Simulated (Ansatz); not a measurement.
# SnO$_{2}$: geometry relaxation (part 2 of 2)

Continued. System: SnO$_{2}$ (6 atoms in the cell). Method: DFT LDA, scalar-relativistic, plane waves, PAW, no spin polarisation (Ansatz 0.2.0); cutoff 420 eV, 6×6×8 k-mesh, Gaussian smearing of 0.02 eV. The structure derives from a Materials Project entry. It belongs to a series of runs on one base structure; here: relaxed at 5 GPa.

Geometry of the input (Å; fractional positions):
```
4.6828  0.0000  0.0000
0.0000  4.6807  0.0000
0.0000  0.0000  3.1702
Sn 0.5000  0.5000  0.5000
Sn 0.0000  0.0000  0.0000
O  0.3060  0.3058  0.0000
O  0.8060  0.1942  0.5000
O  0.1940  0.8058  0.5000
O  0.6940  0.6942  0.0000
```

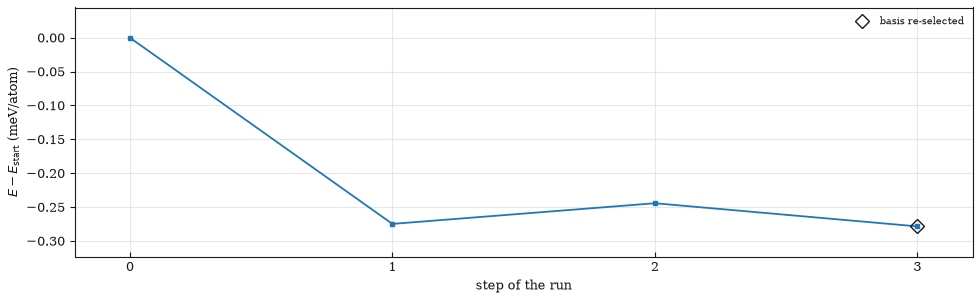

Progress of the relaxation, step by step (the first geometry is step 0 here and step 1 in the log). No atom moves by more than 0.005 Å relative to the cell. The volume changes by +0.1 %, with a 4.683 → 4.678 Å (−0.1 %), b 4.681 → 4.678 Å (−0.1 %), c 3.170 → 3.177 Å (+0.2 %). The space group stays P4_2/mnm (No. 136). Over 2 geometry steps the energy falls by 0.2 meV per atom. The largest force component goes from 0.033 to 0.00043 eV/Å. Pressure: 5.28 GPa at the start and 4.99 GPa at the end. A last SCF at the same geometry on a re-selected plane-wave basis shifts the energy by next to nothing (0.0 meV per atom). (Atoms are counted from 1 in the order of the input.)

```
basis re-selected at this cell: Δ(F+E_penalty+E_count) = -2.050e-4 eV, ΔP = +0.006 GPa vs the last step (what re-selecting the basis moved, of the pressure what is left beyond the Pulay correction that the steps carried, after the strain that the cell walked since its last selection, with what the two solves' SCF thresholds leave and, on support functions, any second-order correction that the steps lacked; it is no measure of the basis error at this ecutwfc). This SCF's stress stands 1.41e-2 GPa from its target on what of the cell is left free (relax.cell.stress_tol is 8.00e-2 GPa) and its largest allowed force component is 4.34e-4 eV/Å (relax.f_tol is 8.00e-3 eV/Å): within both
SCF converged after 8 iterations
Free energy (F): -13980.338039 eV
Harris-Foulkes:  -13980.338039 eV  (|F-HF|=7.28e-12)
Internal energy: -13980.338039 eV  (E = F + TS)
E sigma→0 (E₀):  -13980.338039 eV
Fermi energy:    10.307829 eV
--- Per-component energies (eV) ---
  E_band       = -109.039701
  E_kinetic    = 1084.847159
  E_local      = -2801.003876  (includes V_loc(G=0)·N_el)
  E_nonlocal   = 151.574440
  E_hartree    = 1458.588146
  E_xc         = -1042.948007
  E_vxc        = -565.653871  (∫ρ·V_xc dr)
  E_paw        = -8603.691286  (= ΣΔE_a)
  E_vpaw       = -895.989968  (= ΣTr[D̂ρ^β])
  E_aug_tail   = 0.010122  (compensation charges beyond the density's cutoff)
  E_ewald      = -4228.952220
  E_core_change = 1.237482  (= ΣΔE_core)
  E_smearing   = -0.000000  (= −TS)
  E_closure    = 0.000000  (closes the sum)
  Σ components = -13980.338039   (vs F -13980.338039, Δ=0.00e0)
--- Forces (eV/Å), atoms counted from 1 ---
  atom   1  Sn    -0.00000000     0.00000000     0.00000000
  atom   2  Sn     0.00000000    -0.00000000     0.00000000
  atom   3  O     -0.00043354    -0.00024290     0.00000000
  atom   4  O     -0.00043354     0.00024290    -0.00000000
  atom   5  O      0.00043354    -0.00024290     0.00000000
  atom   6  O      0.00043354     0.00024290    -0.00000000
  max |Σ_I F_I| component: 6.94e-18 eV/Å
--- Stress (GPa, compression-positive) ---
        4.985878       0.000000       0.000000
        0.000000       4.986088      -0.000000
        0.000000      -0.000000       4.991840
  P = ⅓ Tr σ = 4.9879 GPa (49.879 kbar)
--- Band table (eV; the first three rows and the last of 80) ---
  k-point 0: bands = ["-11.4664", "-10.6285", "-10.3199", "-10.3008", "-10.3007", "-10.2397", "-10.1484", "-10.0410", "-10.0207", "-10.0207", "-9.3094", "-7.3048", "-7.3046", "-5.2886", "1.2427", "5.3631", "5.3654", "5.4210", "6.2963", "7.5067", "7.7196", "8.3334", "8.3336", "8.7857", "8.7858", "9.6000", "11.0156", "15.7227", "15.7807", "15.7815", "19.8449", "19.9912"]
  k-point 1: bands = ["-11.3890", "-10.5259", "-10.4596", "-10.4596", "-10.2882", "-10.2556", "-10.1410", "-10.0446", "-10.0445", "-10.0419", "-9.2246", "-7.0416", "-7.0414", "-5.4176", "1.2106", "5.3156", "5.5134", "5.5156", "6.4028", "6.4921", "7.6103", "7.7331", "7.7333", "8.8243", "8.8245", "9.4568", "11.9556", "16.0618", "16.4477", "16.4485", "18.9063", "20.9301"]
  k-point 2: bands = ["-11.1856", "-10.7818", "-10.7818", "-10.3936", "-10.2193", "-10.2036", "-10.1214", "-10.0892", "-10.0892", "-10.0457", "-8.9170", "-6.4649", "-6.4648", "-5.8292", "1.2008", "4.8481", "5.1991", "5.8672", "5.8684", "6.6805", "6.6816", "6.7130", "7.1084", "8.7185", "8.7189", "9.0532", "13.5581", "16.5833", "17.9060", "17.9066", "18.3290", "21.3067"]
  k-point 79: bands = ["-11.1594", "-11.1594", "-10.7017", "-10.7017", "-10.1498", "-10.1498", "-10.0638", "-10.0638", "-10.0259", "-10.0259", "-7.2016", "-7.2016", "-5.8008", "-5.8008", "1.2934", "1.2934", "4.3388", "4.3388", "6.9617", "6.9617", "7.2106", "7.2106", "8.6034", "8.6034", "8.7378", "8.7378", "14.5362", "14.5362", "18.3923", "18.3923", "20.5472", "20.5472"]
--- Relaxed structure (3 steps of the walk, 3 accepted, 1 SCFs on fresh bases) ---
  F+E_penalty+E_count = -13980.33803910 eV   max|allowed force component| = 4.335e-4 eV/Å   (the final SCF, on the basis selected at the relaxed cell)
  cell:  # Å, volume = 69.5252 Å³
    - [4.678106045738236, 1.7001232232387806e-33, -5.484268462060582e-34]
    - [1.6993620671202236e-33, 4.677728137331107, -8.770900991588252e-34]
    - [-3.712774315784935e-34, -5.940438905255895e-34, 3.177144868918686]
  atoms:
    - { symbol: Sn, position: [0.49999999999999994, 0.5, 0.49999999999999994] }
    - { symbol: Sn, position: [-1.929405377860186e-21, -1.9302695719815356e-21, -1.448908652612274e-70] }
    - { symbol: O, position: [0.30582757623996465, 0.3056779241084288, 2.1382117680737565e-50] }
    - { symbol: O, position: [0.8058275762399646, 0.19432207589157124, 0.49999999999999994] }
    - { symbol: O, position: [0.1941724237600353, 0.8056779241084288, 0.49999999999999994] }
    - { symbol: O, position: [0.6941724237600353, 0.6943220758915714, 4.276423536147513e-50] }
```

## Trajectory as extended XYZ (Å, eV, eV/Å), 4 frames, from step=1 to step=4
```
6
Lattice="4.6828 0.0000 0.0000 0.0000 4.6807 0.0000 0.0000 0.0000 3.1702" Properties=species:S:1:pos:R:3:forces:R:3 step=1 energy=-13980.33637 pressure_GPa=5.28
Sn    2.3414    2.3404    1.5851    0.0000   0.0000   0.0000
Sn    0.0000    0.0000    0.0000    0.0000   0.0000   0.0000
O     1.4330    1.4316    0.0000   -0.0327  -0.0329   0.0000
O     3.7744    0.9088    1.5851   -0.0327   0.0329   0.0000
O     0.9084    3.7719    1.5851    0.0327  -0.0329   0.0000
O     3.2498    3.2491    0.0000    0.0327   0.0329   0.0000
6
Lattice="4.6794 0.0000 0.0000 0.0000 4.6786 0.0000 0.0000 0.0000 3.1763" Properties=species:S:1:pos:R:3:forces:R:3 step=2 energy=-13980.33802 pressure_GPa=5.00
Sn    2.3397    2.3393    1.5881    0.0000   0.0000   0.0000
Sn    0.0000    0.0000    0.0000    0.0000   0.0000   0.0000
O     1.4320    1.4311    0.0000   -0.0255  -0.0254   0.0000
O     3.7717    0.9082    1.5881   -0.0255   0.0254   0.0000
O     0.9076    3.7704    1.5881    0.0255  -0.0254   0.0000
O     3.2473    3.2475    0.0000    0.0255   0.0254   0.0000
6
Lattice="4.6781 0.0000 0.0000 0.0000 4.6777 0.0000 0.0000 0.0000 3.1771" Properties=species:S:1:pos:R:3:forces:R:3 step=3 energy=-13980.33783 pressure_GPa=4.98
Sn    2.3391    2.3389    1.5886    0.0000   0.0000   0.0000
Sn    0.0000    0.0000    0.0000    0.0000   0.0000   0.0000
O     1.4307    1.4299    0.0000   -0.0003  -0.0001   0.0000
O     3.7697    0.9090    1.5886   -0.0003   0.0001   0.0000
O     0.9084    3.7687    1.5886    0.0003  -0.0001   0.0000
O     3.2474    3.2479    0.0000    0.0003   0.0001   0.0000
6
Lattice="4.6781 0.0000 0.0000 0.0000 4.6777 0.0000 0.0000 0.0000 3.1771" Properties=species:S:1:pos:R:3:forces:R:3 step=4 energy=-13980.33804 pressure_GPa=4.99
Sn    2.3391    2.3389    1.5886    0.0000   0.0000   0.0000
Sn    0.0000    0.0000    0.0000    0.0000   0.0000   0.0000
O     1.4307    1.4299    0.0000   -0.0004  -0.0002   0.0000
O     3.7697    0.9090    1.5886   -0.0004   0.0002   0.0000
O     0.9084    3.7687    1.5886    0.0004  -0.0002   0.0000
O     3.2474    3.2479    0.0000    0.0004   0.0002   0.0000
```

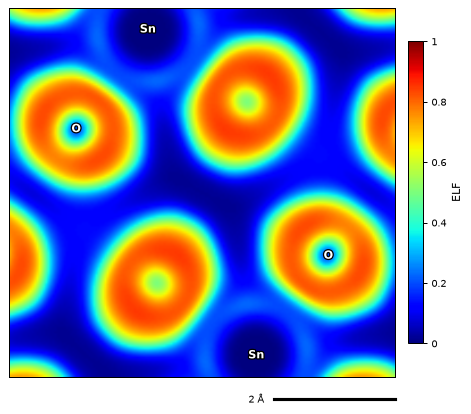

ELF on the (111) plane of the conventional cell. Atoms in the plane: Sn and O. Sn–O (2.02 Å): the ELF is about 0.25 at the midpoint. In a PAW calculation such maps are meaningful between the atoms, not at the nuclei.

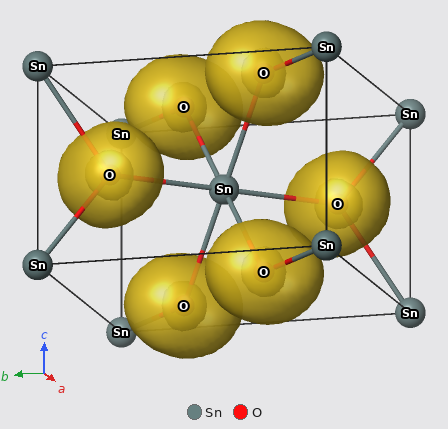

Isosurface of the ELF at 0.7 (yellow), seen at an oblique angle. Core shells and regions of very low density are left out. Sticks mark near contacts. The outline is the cell set on symmetry axes. Along the contacts the grid gives the following. Sn–O (2.02 Å): the ELF is about 0.25 at the midpoint.

## Key numbers

| quantity | value |
| --- | --- |
| outcome | converged |
| space group (tolerance 0.01 Å) | P4₂/mnm (136) |
| electrons treated | 52 |
| free energy | −13980.3380 eV |
| Fermi energy | 10.308 eV |
| gap on the k-point mesh | 1.42 eV |
| pressure | 4.99 GPa |
| final volume | 69.53 Å³ |
| largest force (length of the vector) at the end | under 0.001 eV/Å |
| final cell | a = 4.678 Å, b = 4.678 Å, c = 3.177 Å, α = 90.00°, β = 90.00°, γ = 90.00° |
| wall time | 38 s |
| peak memory | 0.49 GiB |
